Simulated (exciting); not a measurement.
**Energy of Na along an even scaling of the cell**

System: Na (2 atoms in the cell).
Method: Kohn-Sham DFT of a periodic cell, PBEsol, all-electron LAPW+lo, shipped species files, no spin polarisation (exciting sodium).

The 7 runs differ only in the geometry, by an even scaling of the cell at fixed fractional positions. The structure derives from an entry of the Crystallography Open Database.

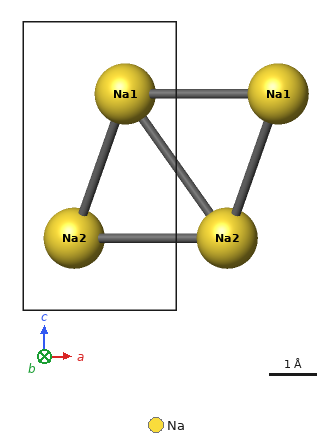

Figure 1. The structure of run 4 (ball-and-stick view of the cell of the calculation, repeated 2 × 1 × 1, along the b axis; atoms are numbered from 1 in the order of the input).

### Input of run 4
```
<input>
  <title>Na</title>
  <structure speciespath="./" tshift="false">
    <crystal scale="1">
      <basevect>7.118598311465 0.000000000000 0.000000000000</basevect>
      <basevect>-3.559299155733 6.164886977149 0.000000000000</basevect>
      <basevect>0.000000000000 0.000000000000 11.629374570947</basevect>
    </crystal>
    <species speciesfile="Na.xml" rmt="2">
      <atom coord="0.666666666700 0.333333333300 0.750000000000"/>
      <atom coord="0.333333333300 0.666666666700 0.250000000000"/>
    </species>
  </structure>
  <groundstate do="fromscratch" ngridk="8 8 5" rgkmax="7.5" gmaxvr="14" lmaxapw="10" lmaxmat="10" lmaxvr="8" xctype="GGA_PBE_SOL" stype="Fermi Dirac" swidth="0.00183747" nempty="10" ValenceRelativity="iora*" epsengy="1e-05" epspot="1e-05" maxscl="60" tforce="true" outputlevel="normal"/>
</input>
```

Command:
```bash
OMP_NUM_THREADS=1 exciting_smp
```

Run 5 has the same physical settings and fractional positions; its lattice vectors (Å) are:
```
   3.791948    0.000000    0.000000
  -1.895974    3.283923    0.000000
   0.000000    0.000000    6.194756
```

### Results, with one run withheld

```tsv
run	volume per atom (Å³)	free energy per atom, from the lowest run given (meV)
1	35.545	0.44
2	36.301	0.00
3	37.057	0.21
4	37.814	1.12
5	38.570	?
6	39.326	4.85
7	40.083	7.55
```

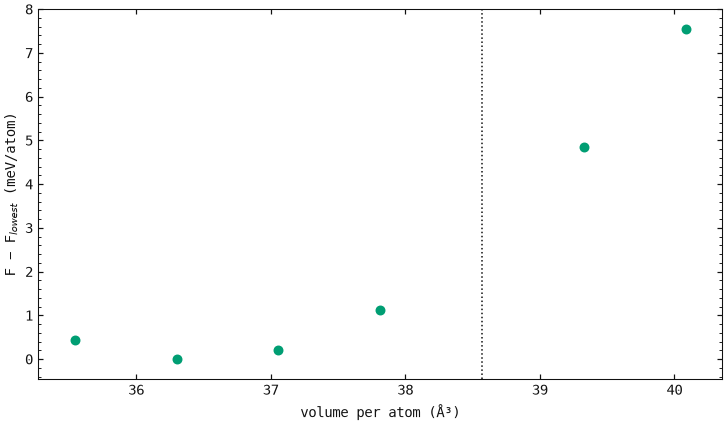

Figure 2. Free energy per atom of the runs given; the dotted line marks run 5.

What should run 5 give?

A cubic polynomial in V^(−2/3) (the Birch–Murnaghan form), fitted to the 6 runs given, misses them by at most 0.02 meV per atom. With x = V^(−2/3) − 0.08905 Å⁻², it reads F = 0.85222 − 907.08 x + 2.3952e+05 x² − 3.0904e+06 x³ (meV per atom). At run 5 it gives 2.68 meV per atom, and the run itself gives 2.73. The fit has its minimum at 36.417 Å³ per atom, where V d²F/dV² gives 7.17 GPa. Cell shape and fractional positions are held, so this is the stiffness under even scaling; the relaxed bulk modulus wasn't computed.

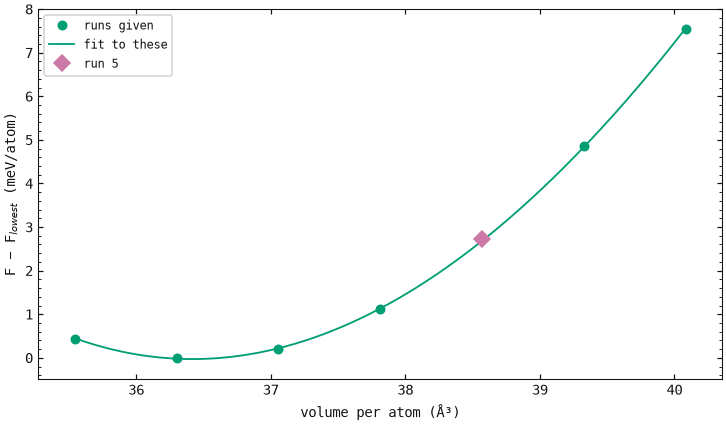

Figure 3. The fit and the withheld run.

### Some lines of the output (run 5)
```
[...]
 DOS at Fermi energy (states/Ha/cell)       :        20.79331985
 Absolute change in total energy   (target) :  0.135838E-03  ( 0.100000E-04)
 Total energy                               :      -324.09275082
 DOS at Fermi energy (states/Ha/cell)       :        20.79331538
 Absolute change in total energy   (target) :  0.249445E-04  ( 0.100000E-04)
 Total energy                               :      -324.09275491
 DOS at Fermi energy (states/Ha/cell)       :        20.79331839
 Absolute change in total energy   (target) :  0.408771E-05  ( 0.100000E-04)
 Total energy                               :      -324.09275450
 Fermi energy                               :         0.00890055
 DOS at Fermi energy (states/Ha/cell)       :        20.79331941
 Absolute change in total energy   (target) :  0.409770E-06  ( 0.100000E-04)
 Total energy                               :      -324.09275430
 DOS at Fermi energy (states/Ha/cell)       :        20.79331989
```
